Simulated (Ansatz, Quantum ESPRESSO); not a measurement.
# MgO (Periclase): the LO frequency by hand

Wanted: the LO mode of MgO (Periclase) from the TO mode and the field response.

Method: DFT LDA, scalar-relativistic, plane waves, GBRV ultrasoft pseudopotentials, in Quantum ESPRESSO 7.5.

The database entry behind the starting cell differs from later determinations by our own check (about 0.1 % long), so it need not match the best structure at ambient conditions.

## Step 1: The relaxed structure

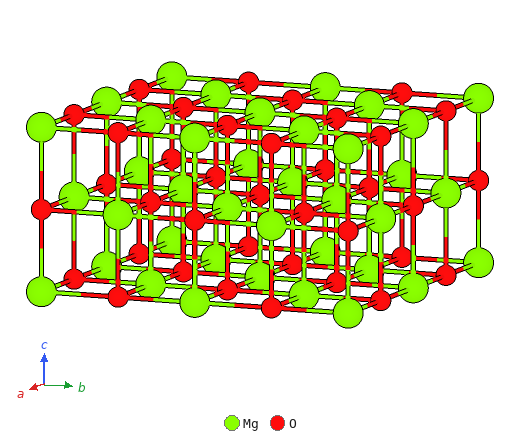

The cell as given, slightly off an axis (magnesium green, oxygen red). 2×2×1 cells are drawn. This picture shows the conventional cell, with its axes. Some periodic images of atoms are drawn too.

Coordinates:

```
CELL_PARAMETERS angstrom
-2.08075 0.00000 2.08075
0.00000 2.08075 2.08075
-2.08075 2.08075 0.00000
ATOMIC_POSITIONS crystal
Mg 0.00000 0.00000 0.00000
O 0.50000 0.50000 0.50000
```

This is the cell after its relaxation at this level of theory, not the database cell from which that began.

## Step 2: What the response run gave

A linear-response run on the relaxed cell, with the response to an electric field; only its zone-centre results are used. Cutoff 45 Ry, k mesh 8×8×8.

The program printed:

```text
[banners, grids, parts of the stress and lines that vanish by symmetry left out]
Program PHONON v.7.5
     Reading xml data from directory:

[...]
Exchange-correlation= PZ
                           (   1   1   0   0   0   0   0)
[...]
(   8 q-points):
[...]
kinetic-energy cut-off    =      45.0000  Ry
     charge density cut-off    =     270.0000  Ry
     convergence threshold     =      1.0E-18
[...]
Exchange-correlation= PZ
                           (   1   1   0   0   0   0   0)
[...]
q = (   0.0000000   0.0000000   0.0000000 )
     49 Sym.Ops. (with q -> -q+G )
     G cutoff =  211.4810  (   9185 G-vectors)     FFT grid: ( 30, 30, 30)
     G cutoff =  140.9873  (   4957 G-vectors)  smooth grid: ( 24, 24, 24)
     number of k points=    29
[...]
Mode symmetry, O_h (m-3m)  point group:
[...]
Dielectric constant
[...]
End of electric fields calculation
          Dielectric constant in cartesian axis
          (       3.185651571      -0.000000000      -0.000000000 )
          (      -0.000000000       3.185651571       0.000000000 )
          (      -0.000000000       0.000000000       3.185651571 )
          Effective charges (d Force / dE) in cartesian axis without acoustic sum rule applied (asr)
           atom    1  Mg    Mean Z*:        1.97075
      Ex  (        1.97075        0.00000       -0.00000 )
      Ey  (        0.00000        1.97075       -0.00000 )
      Ez  (        0.00000       -0.00000        1.97075 )
           atom    2  O     Mean Z*:       -1.97167
      Ex  (       -1.97167       -0.00000       -0.00000 )
      Ey  (       -0.00000       -1.97167        0.00000 )
      Ez  (       -0.00000        0.00000       -1.97167 )
          Effective charges Sum: Mean:       -0.00092
[...]
Effective charges (d Force / dE) in cartesian axis with asr applied:
           atom    1  Mg    Mean Z*:        1.97121
[...]
atom    2  O     Mean Z*:       -1.97121
[...]
Representation #   1 modes #   1   2   3
[...]
End of self-consistent calculation
     Convergence has been achieved
     Representation #   2 modes #   4   5   6
[...]
End of self-consistent calculation
     Convergence has been achieved
[...]
Dielectric constant in cartesian axis
          (       3.185651571      -0.000000000      -0.000000000 )
          (      -0.000000000       3.185651571       0.000000000 )
          (      -0.000000000       0.000000000       3.185651571 )
          Effective charges (d Force / dE) in cartesian axis without acoustic sum rule applied (asr)
[...]
Mode symmetry, C_s (m)     point group:
[...]
q = (    0.530330086  -0.176776695   0.530330086 )
[...]
Mode symmetry, C_s (m)     point group:
     freq (   1-   1) =        284.7  [cm-1]   --> A''
     freq (   2-   2) =        335.6  [cm-1]   --> A'
     freq (   3-   3) =        421.5  [cm-1]   --> A''
     freq (   4-   4) =        446.8  [cm-1]   --> A'
     freq (   5-   5) =        455.2  [cm-1]   --> A'
     freq (   6-   6) =        561.1  [cm-1]   --> A'
[...]
Mode symmetry, C_2v (mm2)  point group:
[...]
q = (    0.353553391   0.000000000   0.353553391 )
[...]
Mode symmetry, C_2v (mm2)  point group:
     freq (   1-   1) =        275.4  [cm-1]   --> B_1  D_3  S_3
     freq (   2-   2) =        323.2  [cm-1]   --> B_2  D_4  S_4
     freq (   3-   3) =        380.1  [cm-1]   --> B_1  D_3  S_3
     freq (   4-   4) =        420.0  [cm-1]   --> A_1  D_1  S_1
     freq (   5-   5) =        469.7  [cm-1]   --> B_2  D_4  S_4
     freq (   6-   6) =        592.1  [cm-1]   --> A_1  D_1  S_1
[...]
Mode symmetry, D_4h(4/mmm) point group:
[...]
Convergence has been achieved
[...]
Convergence has been achieved
[...]
Convergence has been achieved
[...]
Convergence has been achieved
[...]
q = (    0.000000000  -0.707106781   0.000000000 )
[...]
freq (    5) =      13.743457 [THz] =     458.432385 [cm-1]
     freq (    6) =      16.594649 [THz] =     553.537918 [cm-1]
[...]
Mode symmetry, D_4h(4/mmm) point group:
     freq (   1-   2) =        291.8  [cm-1]   --> E_u  X_5' M_5'
     freq (   3-   3) =        432.3  [cm-1]   --> A_2u X_4' M_4'
     freq (   4-   5) =        458.4  [cm-1]   --> E_u  X_5' M_5'
     freq (   6-   6) =        553.5  [cm-1]   --> A_2u X_4' M_4'
[...]
Mode symmetry, D_2d (-42m) point group:
[...]
Representation #   1 mode #   1
[...]
Convergence has been achieved
     Representation #   2 mode #   2
[...]
Convergence has been achieved
     Representation #   3 modes #   3   4
[...]
End of self-consistent calculation
     Convergence has been achieved
     Representation #   4 modes #   5   6
[...]
End of self-consistent calculation
     Convergence has been achieved
[...]
q = (   -0.353553391  -0.707106781   0.000000000 )
[...]
freq (    1) =      10.592887 [THz] =     353.340672 [cm-1]
     freq (    2) =      11.433862 [THz] =     381.392576 [cm-1]
     freq (    3) =      11.433862 [THz] =     381.392576 [cm-1]
     freq (    4) =      13.476004 [THz] =     449.511107 [cm-1]
     freq (    5) =      15.201474 [THz] =     507.066583 [cm-1]
     freq (    6) =      15.201474 [THz] =     507.066583 [cm-1]
[...]
Mode symmetry, D_2d (-42m) point group:
     freq (   1-   1) =        353.3  [cm-1]   --> B_2  X_3  W_2
     freq (   2-   3) =        381.4  [cm-1]   --> E    X_5  W_3
     freq (   4-   4) =        449.5  [cm-1]   --> A_1  X_1  W_1
     freq (   5-   6) =        507.1  [cm-1]   --> E    X_5  W_3

   JOB DONE.
```

| quantity | value |
| --- | --- |
| cell volume Ω (Å³) | 18.017 |
| mass of Mg (u) | 24.305 |
| mass of O (u) | 15.999 |
| Born charge of Mg, raw (e) | 1.971 |
| Born charge of O, raw (e) | -1.972 |
| ε∞ | 3.186 |
| ω(TO) after the sum rule (cm⁻¹) | 409.7 |

## Step 3: The calculation

The charges must sum to zero over the cell; taking off their mean, 0.000 e, leaves Z* = 1.971 e on Mg. In the polar mode Mg moves against O, so the reduced mass is μ = 24.30 × 16.00 / 40.30 = 9.648 u.

A longitudinal wave builds up a field that adds to the restoring force: ω(LO)² = ω(TO)² + 4π Z*² / (μ Ω ε∞), in Hartree atomic units. With μ = 17587 electron masses and Ω = 121.59 bohr³ the second term is 7.1681e-06 Ha², or 345279 cm⁻² (1 Ha = 219474.6 cm⁻¹).

So ω(LO) = √(167830 + 345279) = 716.3 cm⁻¹, and by the Lyddane-Sachs-Teller relation ε₀ = ε∞ (ω(LO)/ω(TO))² = 9.74.

## Step 4: Check against the program

The analysis program adds the same non-analytic term to the full matrix, here for q along (1 0 0).

The program printed:

```text
[banner, memory and clock lines left out]
Program DYNMAT v.7.5

     Reading Dynamical Matrix from file x.dyn1
     ...Force constants read
     ...epsilon and Z* read

     Polarizability (A^3 units)
     multiply by 0.578519 for Clausius-Mossotti correction
         3.133722   -0.000000   -0.000000
        -0.000000    3.133722    0.000000
        -0.000000    0.000000    3.133722

     IR activities are in (D/A)^2/amu units

# mode   [cm-1]    [THz]      IR
    1     -0.00   -0.0000    0.0000
    2     -0.00   -0.0000    0.0000
    3      0.00    0.0000    0.0000
    4    409.67   12.2815    9.2917
    5    409.67   12.2815    9.2917
    6    716.31   21.4744    9.2917
```

ε₀ comes from the program's run without a direction of q.

| quantity | by hand | program |
| --- | --- | --- |
| ω(LO) (cm⁻¹) | 716.3 | 716.3 |
| ε₀ | 9.74 | 9.74 |

## Step 5: Outcome

```json
{
  "TO mode": "409.7 cm⁻¹",
  "LO mode": "716.3 cm⁻¹",
  "static dielectric constant": "9.740"
}
```

The LO mode of MgO (Periclase) lies at 716 cm⁻¹, 307 cm⁻¹ above the TO mode; the formula meets the program within 0.1 cm⁻¹, as it must for a cubic crystal with one polar mode. ω(LO)² − ω(TO)² goes with Z*²/ε∞: an error of 5 % in ε∞ would move the LO mode by 11.6 cm⁻¹, and semilocal functionals tend to overestimate ε∞. These are harmonic values at zero temperature, at the volume of this functional, for the structure held cubic; stability elsewhere in the zone is no part of this calculation.

[Host names and launcher messages were left out of these logs when they were recorded.]

[Logs are printed without paths, hosts, clocks, repeated set-up lines and the standing remarks that a program may print on its own settings, such as how far it seeks lower states.]

[Hosts, paths, dates, database ids (printed as entryN), source tags and the programs' standing remarks are cut or masked in the printed files.]
